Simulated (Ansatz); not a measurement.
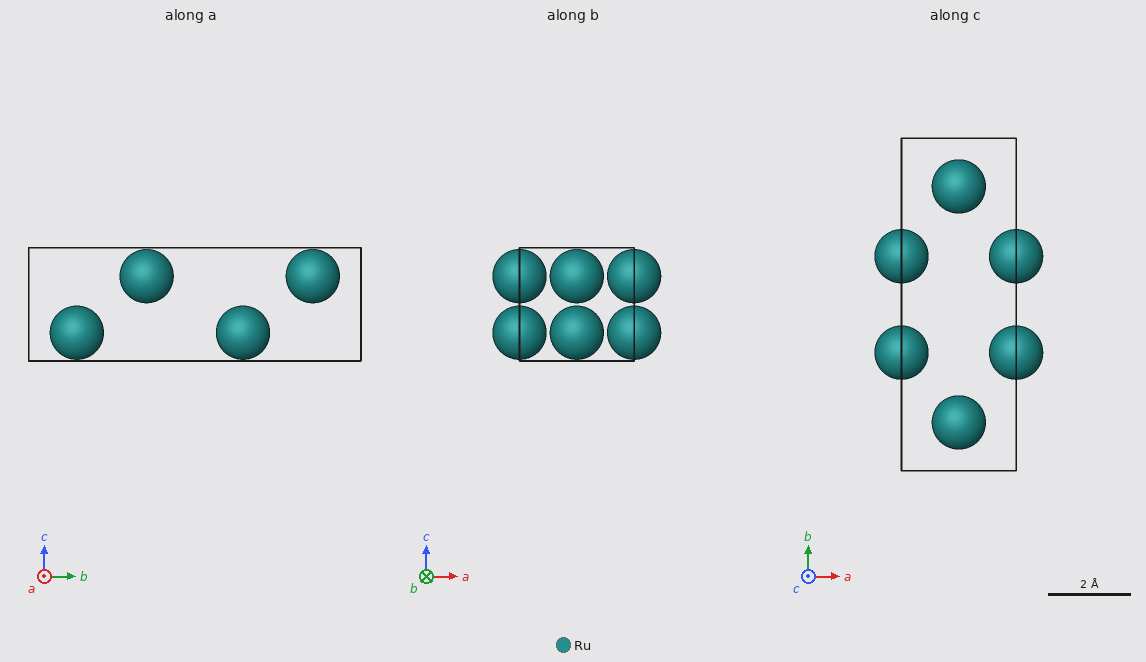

A spheres-only rendering, viewed along the a axis, along the b axis and along the c axis. The conventional unit cell is drawn as a box.

Lattice parameters: a = 2.8258 Å, b = 8.1955 Å, c = 2.7885 Å, α = 90.000°, β = 90.000°, γ = 90.000°.

Transcribe the picture into a CIF with its space group and independent sites, with free fractional coordinates to two decimals.

Answer.
```cif
data_structure
_symmetry_space_group_name_H-M 'C m c m'
_symmetry_Int_Tables_number 63
_cell_length_a 2.8258
_cell_length_b 8.1955
_cell_length_c 2.7885
_cell_angle_alpha 90.000
_cell_angle_beta 90.000
_cell_angle_gamma 90.000
_cell_volume 64.58
loop_
_atom_site_label
_atom_site_type_symbol
_atom_site_symmetry_multiplicity
_atom_site_Wyckoff_symbol
_atom_site_fract_x
_atom_site_fract_y
_atom_site_fract_z
_atom_site_occupancy
Ru1 Ru 4 c 0.00 0.36 0.75 1
```

Provenance: a structure type filled with this element by a generator (whether the element takes this form wasn't checked). Earlier steps of the study may have refined or changed the cell and positions. It was the input of a calculation with Ansatz.

At this level of theory the cell isn't at rest (stretched, at -8 GPa), so its distances can differ from those at equilibrium, the more so the softer the solid.
